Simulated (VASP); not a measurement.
**SiO2: geometry relaxation (part 2 of 3)**

SiO2 (P4₁2₁2, 12 atoms in the cell); Kohn-Sham DFT of a periodic cell, r2SCAN, VASP PAW PBE potentials, recommended, no spin polarisation (VASP 6.6.1); cutoff 600 eV, 6×6×4 k-mesh, Gaussian smearing of 0.03 eV. The structure derives from an entry of the Crystallography Open Database.

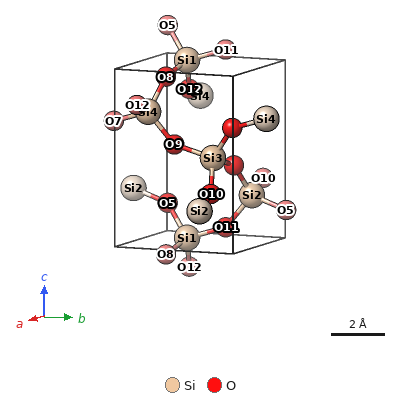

The geometry at step 1 of the log (ball-and-stick view of the cell of the calculation, seen slightly off an axis; neighbours outside the cell are drawn fainter; atoms are numbered from 1 in the order of the input).

Parts of OUTCAR, continued
```
  FORCE on cell =-STRESS in cart. coord.  units (eV):
  Direction    XX          YY          ZZ          XY          YZ          ZX
  --------------------------------------------------------------------------------------
  -------------------------------------------------------------------------------------
  Total        0.0400077      0.0400077     -0.0840886      0.0000000      0.0000000     -0.0000000
  in kB        0.3764850      0.3764850     -0.7913003      0.0000000      0.0000000     -0.0000000
  external PRESSURE =      -0.0127768 kB  Pullay stress =       0.0000000 kB

 VOLUME and BASIS-vectors are now :
 -----------------------------------------------------------------------------
  energy-cutoff  :      600.00
  volume of cell :      170.26
      direct lattice vectors                 reciprocal lattice vectors
     4.970500034  0.000000000  0.000000000     0.201187002  0.000000000 -0.000000000
    -0.000000000  4.970500034  0.000000000     0.000000000  0.201187002 -0.000000000
     0.000000000  0.000000000  6.891376778    -0.000000000 -0.000000000  0.145108885

 POSITION                                       TOTAL-FORCE (eV/Angst)
 -----------------------------------------------------------------------------------
      1.51120      1.51120      0.00000        -0.019355     -0.019355      0.000000
      0.97405      3.99645      1.72284         0.019355     -0.019355      0.000000
      3.45930      3.45930      3.44569         0.019355      0.019355      0.000000
      3.99645      0.97405      5.16853        -0.019355      0.019355      0.000000
      1.18143      0.55526      1.25822         0.003890      0.020965     -0.018078
      1.92999      3.66668      2.98106        -0.020965      0.003890     -0.018078
      3.78907      4.41524      4.70391        -0.003890     -0.020965     -0.018078
      3.04051      1.30382      6.42675         0.020965     -0.003890     -0.018078
      3.66668      1.92999      3.91032         0.003890     -0.020965      0.018078
      4.41524      3.78907      2.18747        -0.020965     -0.003890      0.018078
      1.30382      3.04051      0.46463        -0.003890      0.020965      0.018078
      0.55526      1.18143      5.63316         0.020965      0.003890      0.018078
 -----------------------------------------------------------------------------------
    total drift:                               -0.000000      0.000000     -0.000000

  FREE ENERGIE OF THE ION-ELECTRON SYSTEM (eV)
  ---------------------------------------------------
  free  energy   TOTEN  =      -119.1985780414 eV

  energy  without entropy=     -119.1985780414  energy(sigma->0) =     -119.19857804

--------------------------------------- Ionic step        3  -------------------------------------------

 number of electron      63.9999993 magnetization

 Free energy of the ion-electron system (eV)
  ---------------------------------------------------
  ext. energy  EPLUGINS =         0.00000000
  ---------------------------------------------------
  free energy    TOTEN  =      -119.19862680 eV

  energy without entropy =     -119.19862680  energy(sigma->0) =     -119.19862680

 E-fermi :  -0.1087     XC(G=0):  -8.9337     alpha+bet : -9.1539

 val. band max:       -0.2600170764   @ k =   0.0000   0.0000   0.0000
 cond. band min:       6.1031637220   @ k =   0.0000   0.0000   0.0000
 fundamental gap:      6.3631807984
 Fermi energy:        -0.1086780376

 k-point     1 :       0.0000    0.0000    0.0000
  band No.  band energies     occupation
      1     -20.7119      2.00000
      2     -19.8071      2.00000
      3     -19.8071      2.00000
      4     -18.6740      2.00000
      5     -18.6271      2.00000
      6     -18.6208      2.00000
      7     -18.6141      2.00000
      8     -18.6141      2.00000
      9      -9.8114      2.00000
     10      -7.7188      2.00000
     11      -7.7188      2.00000
     12      -6.1422      2.00000
     13      -6.0214      2.00000
     14      -6.0214      2.00000
     15      -5.5206      2.00000
     16      -5.3607      2.00000
     17      -3.2887      2.00000
     18      -3.2553      2.00000
     19      -3.2553      2.00000
     20      -2.6845      2.00000
     21      -2.5795      2.00000
     22      -2.2710      2.00000
     23      -2.0461      2.00000
     24      -2.0333      2.00000
     25      -2.0333      2.00000
     26      -1.5815      2.00000
     27      -1.5815      2.00000
     28      -1.5554      2.00000
     29      -0.9557      2.00000
     30      -0.5777      2.00000
     31      -0.5777      2.00000
     32      -0.2600      2.00000
     33       6.1032      0.00000
     34       9.3765      0.00000
     35       9.3765      0.00000
     36       9.9094      0.00000
     37       9.9094      0.00000
     38      10.2980      0.00000
     39      10.8452      0.00000

 k-point     2 :       0.1667    0.0000    0.0000
  band No.  band energies     occupation
      1     -20.6532      2.00000
      2     -19.8653      2.00000
      3     -19.7389      2.00000
      4     -18.7108      2.00000
      5     -18.6778      2.00000
      6     -18.6406      2.00000
      7     -18.6219      2.00000
      8     -18.6143      2.00000
      9      -9.6672      2.00000
     10      -7.8701      2.00000
     11      -7.5586      2.00000
     12      -6.0955      2.00000
     13      -6.0714      2.00000
     14      -5.9675      2.00000
     15      -5.5425      2.00000
     16      -5.3772      2.00000
     17      -3.4624      2.00000
     18      -3.2056      2.00000
     19      -3.1417      2.00000
     20      -2.6134      2.00000
     21      -2.5894      2.00000
     22      -2.2578      2.00000
     23      -2.2401      2.00000
     24      -2.0259      2.00000
     25      -1.9966      2.00000
     26      -1.7549      2.00000
     27      -1.4666      2.00000
     28      -1.4613      2.00000
     29      -1.0183      2.00000
     30      -0.6648      2.00000
     31      -0.6047      2.00000
     32      -0.3412      2.00000
     33       6.4066      0.00000
     34       9.4376      0.00000
     35       9.4530      0.00000
     36       9.9136      0.00000
     37       9.9268      0.00000
     38      10.4489      0.00000
     39      10.7022      0.00000

 k-point     3 :       0.3333    0.0000    0.0000
  band No.  band energies     occupation
      1     -20.4902      2.00000
      2     -20.0306      2.00000
      3     -19.5459      2.00000
      4     -18.9561      2.00000
      5     -18.6855      2.00000
      6     -18.6714      2.00000
      7     -18.6198      2.00000
      8     -18.6152      2.00000
      9      -9.2843      2.00000
     10      -8.2629      2.00000
     11      -7.1525      2.00000
     12      -6.3154      2.00000
     13      -5.9289      2.00000
     14      -5.7914      2.00000
     15      -5.6306      2.00000
     16      -5.4346      2.00000
     17      -3.5339      2.00000
     18      -3.1298      2.00000
     19      -3.0344      2.00000
     20      -2.7478      2.00000
     21      -2.5783      2.00000
     22      -2.5337      2.00000
     23      -2.3257      2.00000
     24      -1.9799      2.00000
     25      -1.9669      2.00000
     26      -1.6775      2.00000
     27      -1.6488      2.00000
     28      -1.2016      2.00000
     29      -1.0185      2.00000
     30      -0.8553      2.00000
     31      -0.6797      2.00000
     32      -0.5567      2.00000
     33       7.1868      0.00000
     34       9.3225      0.00000
     35       9.6355      0.00000
     36       9.7052      0.00000
     37      10.0796      0.00000
     38      10.2044      0.00000
     39      10.7302      0.00000

 k-point     4 :       0.5000    0.0000    0.0000
  band No.  band energies     occupation
      1     -20.2617      2.00000
      2     -20.2617      2.00000
      3     -19.2639      2.00000
      4     -19.2639      2.00000
      5     -18.6873      2.00000
      6     -18.6873      2.00000
      7     -18.6172      2.00000
      8     -18.6172      2.00000
      9      -8.7751      2.00000
     10      -8.7751      2.00000
     11      -6.6835      2.00000
     12      -6.6835      2.00000
     13      -5.7739      2.00000
     14      -5.7739      2.00000
     15      -5.5748      2.00000
     16      -5.5748      2.00000
     17      -3.3408      2.00000
     18      -3.3408      2.00000
     19      -2.9674      2.00000
     20      -2.9674      2.00000
     21      -2.4804      2.00000
     22      -2.4804      2.00000
     23      -2.3023      2.00000
     24      -2.3023      2.00000
     25      -1.8602      2.00000
     26      -1.8602      2.00000
     27      -1.2683      2.00000
     28      -1.2683      2.00000
     29      -0.9115      2.00000
     30      -0.9115      2.00000
     31      -0.7619      2.00000
     32      -0.7619      2.00000
     33       8.2259      0.00000
     34       8.2259      0.00000
     35       9.7804      0.00000
     36       9.7804      0.00000
     37      10.4245      0.00000
     38      10.4245      0.00000
     39      10.5557      0.00000

 k-point     5 :       0.1667    0.1667    0.0000
  band No.  band energies     occupation
      1     -20.5942      2.00000
      2     -19.8002      2.00000
      3     -19.7952      2.00000
      4     -18.7897      2.00000
      5     -18.6812      2.00000
      6     -18.6437      2.00000
      7     -18.6364      2.00000
      8     -18.6285      2.00000
      9      -9.5238      2.00000
     10      -7.7297      2.00000
     11      -7.7030      2.00000
     12      -6.2381      2.00000
     13      -5.9925      2.00000
     14      -5.8581      2.00000
     15      -5.5377      2.00000
     16      -5.3794      2.00000
     17      -3.4509      2.00000
     18      -3.3265      2.00000
     19      -3.0799      2.00000
     20      -2.5650      2.00000
     21      -2.5553      2.00000
     22      -2.3658      2.00000
     23      -2.2122      2.00000
     24      -2.1080      2.00000
     25      -2.0753      2.00000
     26      -1.7302      2.00000
     27      -1.5015      2.00000
     28      -1.3021      2.00000
     29      -1.1056      2.00000
     30      -0.7063      2.00000
     31      -0.6748      2.00000
     32      -0.4064      2.00000
     33       6.6942      0.00000
     34       9.3477      0.00000
     35       9.6687      0.00000
     36       9.8450      0.00000
     37       9.9558      0.00000
     38      10.3277      0.00000
     39      10.7821      0.00000

 [... the levels of 18 k-points are left out ...]

 k-point    24 :       0.5000    0.0000    0.5000
  band No.  band energies     occupation
      1     -20.2555      2.00000
      2     -20.2555      2.00000
      3     -19.2850      2.00000
      4     -19.2850      2.00000
      5     -18.6717      2.00000
      6     -18.6717      2.00000
      7     -18.6174      2.00000
      8     -18.6174      2.00000
      9      -8.8027      2.00000
     10      -8.8027      2.00000
     11      -6.5523      2.00000
     12      -6.5523      2.00000
     13      -5.7290      2.00000
     14      -5.7290      2.00000
     15      -5.7116      2.00000
     16      -5.7116      2.00000
     17      -3.4777      2.00000
     18      -3.4777      2.00000
     19      -2.7736      2.00000
     20      -2.7736      2.00000
     21      -2.5276      2.00000
     22      -2.5276      2.00000
     23      -2.2298      2.00000
     24      -2.2298      2.00000
     25      -1.9683      2.00000
     26      -1.9683      2.00000
     27      -1.2796      2.00000
     28      -1.2796      2.00000
     29      -1.1960      2.00000
     30      -1.1960      2.00000
     31      -0.4452      2.00000
     32      -0.4452      2.00000
     33       8.6657      0.00000
     34       8.6657      0.00000
     35       9.3903      0.00000
     36       9.3903      0.00000
     37       9.8759      0.00000
     38       9.8759      0.00000
     39      10.8961      0.00000

 [... further k-points ...]

------------------------ aborting loop because EDIFF is reached ----------------------------------------

  FORCE on cell =-STRESS in cart. coord.  units (eV):
  Direction    XX          YY          ZZ          XY          YZ          ZX
  --------------------------------------------------------------------------------------
  -------------------------------------------------------------------------------------
  Total       -0.0041349     -0.0041349      0.0167551     -0.0000000      0.0000000      0.0000000
  in kB       -0.0389129     -0.0389129      0.1576784     -0.0000000      0.0000000      0.0000000
  external PRESSURE =       0.0266175 kB  Pullay stress =       0.0000000 kB

 VOLUME and BASIS-vectors are now :
 -----------------------------------------------------------------------------
  energy-cutoff  :      600.00
  volume of cell :      170.25
      direct lattice vectors                 reciprocal lattice vectors
     4.970771832  0.000000000  0.000000000     0.201176001  0.000000000 -0.000000000
    -0.000000000  4.970771832  0.000000000     0.000000000  0.201176001 -0.000000000
     0.000000000  0.000000000  6.890291120    -0.000000000 -0.000000000  0.145131749

 POSITION                                       TOTAL-FORCE (eV/Angst)
 -----------------------------------------------------------------------------------
      1.51104      1.51104      0.00000        -0.000054     -0.000054     -0.000000
      0.97435      3.99643      1.72257         0.000054     -0.000054     -0.000000
      3.45973      3.45973      3.44515         0.000054      0.000054     -0.000000
      3.99643      0.97435      5.16772        -0.000054      0.000054     -0.000000
      1.18159      0.55549      1.25796        -0.001168      0.001448     -0.003653
      1.92990      3.66698      2.98054        -0.001448     -0.001168     -0.003653
      3.78918      4.41528      4.70311         0.001168     -0.001448     -0.003653
      3.04087      1.30379      6.42568         0.001448      0.001168     -0.003653
      3.66698      1.92990      3.90975        -0.001168     -0.001448      0.003653
      4.41528      3.78918      2.18718        -0.001448      0.001168      0.003653
      1.30379      3.04087      0.46461         0.001168      0.001448      0.003653
      0.55549      1.18159      5.63233         0.001448     -0.001168      0.003653
 -----------------------------------------------------------------------------------
    total drift:                               -0.000000      0.000000     -0.000000

  FREE ENERGIE OF THE ION-ELECTRON SYSTEM (eV)
  ---------------------------------------------------
  free  energy   TOTEN  =      -119.1986267980 eV

  energy  without entropy=     -119.1986267980  energy(sigma->0) =     -119.19862680

 reached required accuracy - stopping structural energy minimisation
```

CONTCAR
```
SiO2
   1.00000000000000
     4.9707718317060312    0.0000000000000000    0.0000000000000000
    -0.0000000000000000    4.9707718317060312    0.0000000000000000
     0.0000000000000000    0.0000000000000000    6.8902911197525167
  Si              O
     4     8
Direct
     0.3039848802401600    0.3039848802401600    0.0000000000000000
     0.1960151197598400    0.8039848802401599    0.2500000000000000
     0.6960151197598401    0.6960151197598401    0.5000000000000000
     0.8039848802401599    0.1960151197598400    0.7500000000000000
     0.2377082795340135    0.1117507110158396    0.1825706533733601
     0.3882492889841604    0.7377082795340135    0.4325706533733601
     0.7622917204659865    0.8882492889841603    0.6825706533733601
     0.6117507110158397    0.2622917204659865    0.9325706533733601
     0.7377082795340135    0.3882492889841604    0.5674293466266399
     0.8882492889841603    0.7622917204659865    0.3174293466266399
     0.2622917204659865    0.6117507110158397    0.0674293466266399
     0.1117507110158396    0.2377082795340135    0.8174293466266399

  0.00000000E+00  0.00000000E+00  0.00000000E+00
  0.00000000E+00  0.00000000E+00  0.00000000E+00
  0.00000000E+00  0.00000000E+00  0.00000000E+00
  0.00000000E+00  0.00000000E+00  0.00000000E+00
  0.00000000E+00  0.00000000E+00  0.00000000E+00
  0.00000000E+00  0.00000000E+00  0.00000000E+00
  0.00000000E+00  0.00000000E+00  0.00000000E+00
  0.00000000E+00  0.00000000E+00  0.00000000E+00
  0.00000000E+00  0.00000000E+00  0.00000000E+00
  0.00000000E+00  0.00000000E+00  0.00000000E+00
  0.00000000E+00  0.00000000E+00  0.00000000E+00
  0.00000000E+00  0.00000000E+00  0.00000000E+00
```

Trajectory as extended XYZ (Å, eV, eV/Å), 3 frames, from step=0 to step=2
```
12
Lattice="4.9709 0.0000 0.0000 0.0000 4.9709 0.0000 0.0000 0.0000 6.8899" Properties=species:S:1:pos:R:3:forces:R:3 step=0 energy=-119.19862
Si    1.5110    1.5110    0.0000    0.0068   0.0068   0.0000
Si    0.9745    3.9964    1.7225   -0.0068   0.0068   0.0000
Si    3.4599    3.4599    3.4450   -0.0068  -0.0068   0.0000
Si    3.9964    0.9745    5.1674    0.0068  -0.0068   0.0000
O     1.1817    0.5556    1.2579   -0.0029  -0.0054   0.0015
O     1.9299    3.6671    2.9804    0.0054  -0.0029   0.0015
O     3.7892    4.4153    4.7028    0.0029   0.0054   0.0015
O     3.0410    1.3038    6.4253   -0.0054   0.0029   0.0015
O     3.6671    1.9299    3.9096   -0.0029   0.0054  -0.0015
O     4.4153    3.7892    2.1871    0.0054   0.0029  -0.0015
O     1.3038    3.0410    0.4646    0.0029  -0.0054  -0.0015
O     0.5556    1.1817    5.6320   -0.0054  -0.0029  -0.0015
12
Lattice="4.9705 0.0000 0.0000 -0.0000 4.9705 0.0000 0.0000 0.0000 6.8914" Properties=species:S:1:pos:R:3:forces:R:3 step=1 energy=-119.19858
Si    1.5112    1.5112    0.0000   -0.0194  -0.0194   0.0000
Si    0.9741    3.9964    1.7228    0.0194  -0.0194   0.0000
Si    3.4593    3.4593    3.4457    0.0194   0.0194   0.0000
Si    3.9964    0.9741    5.1685   -0.0194   0.0194   0.0000
O     1.1814    0.5553    1.2582    0.0039   0.0210  -0.0181
O     1.9300    3.6667    2.9811   -0.0210   0.0039  -0.0181
O     3.7891    4.4152    4.7039   -0.0039  -0.0210  -0.0181
O     3.0405    1.3038    6.4267    0.0210  -0.0039  -0.0181
O     3.6667    1.9300    3.9103    0.0039  -0.0210   0.0181
O     4.4152    3.7891    2.1875   -0.0210  -0.0039   0.0181
O     1.3038    3.0405    0.4646   -0.0039   0.0210   0.0181
O     0.5553    1.1814    5.6332    0.0210   0.0039   0.0181
12
Lattice="4.9708 0.0000 0.0000 -0.0000 4.9708 0.0000 0.0000 0.0000 6.8903" Properties=species:S:1:pos:R:3:forces:R:3 step=2 energy=-119.19863
Si    1.5110    1.5110    0.0000   -0.0001  -0.0001   0.0000
Si    0.9743    3.9964    1.7226    0.0001  -0.0001   0.0000
Si    3.4597    3.4597    3.4451    0.0001   0.0001   0.0000
Si    3.9964    0.9743    5.1677   -0.0001   0.0001   0.0000
O     1.1816    0.5555    1.2580   -0.0012   0.0014  -0.0037
O     1.9299    3.6670    2.9805   -0.0014  -0.0012  -0.0037
O     3.7892    4.4153    4.7031    0.0012  -0.0014  -0.0037
O     3.0409    1.3038    6.4257    0.0014   0.0012  -0.0037
O     3.6670    1.9299    3.9098   -0.0012  -0.0014   0.0037
O     4.4153    3.7892    2.1872   -0.0014   0.0012   0.0037
O     1.3038    3.0409    0.4646    0.0012   0.0014   0.0037
O     0.5555    1.1816    5.6323    0.0014  -0.0012   0.0037
```

The run was set up as follows.

INCAR
```
SYSTEM = SiO2
PREC = Accurate
ENCUT = 600
EDIFF = 1E-7
ISMEAR = 0
SIGMA = 0.03
LREAL = .FALSE.
LASPH = .TRUE.
NELM = 80
ALGO = Normal
ISIF = 3
LWAVE = .FALSE.
LCHARG = .FALSE.
METAGGA = R2SCAN
LMIXTAU = .TRUE.
IBRION = 2
NSW = 90
EDIFFG = -0.005
KPAR = 4
```

KPOINTS
```
regular mesh
0
G
  6 6 4
  0 0 0
```

POSCAR
```
SiO2                                    
1.0
    4.9708680720     -0.0000000000     -0.0000000000
    0.0000000000      4.9708680720     -0.0000000000
   -0.0000000000      0.0000000000      6.8899067017
  Si              O             
     4     8
Direct
     0.3039676875899563    0.3039676875899563    0.0000000000000000
     0.1960323124100437    0.8039676875899564    0.2500000000000000
     0.6960323124100436    0.6960323124100436    0.5000000000000000
     0.8039676875899564    0.1960323124100437    0.7500000000000000
     0.2377155919351107    0.1117643854347629    0.1825679008431941
     0.3882356145652373    0.7377155919351107    0.4325679008431942
     0.7622844080648893    0.8882356145652370    0.6825679008431939
     0.6117643854347630    0.2622844080648892    0.9325679008431939
     0.7377155919351107    0.3882356145652373    0.5674320991568061
     0.8882356145652370    0.7622844080648893    0.3174320991568058
     0.2622844080648892    0.6117643854347630    0.0674320991568059
     0.1117643854347629    0.2377155919351107    0.8174320991568061
```

Run as:
```bash
cat potpaw_PBE.64/Si/POTCAR potpaw_PBE.64/O/POTCAR > POTCAR
mpirun -np 4 vasp_std > vasp.out
```
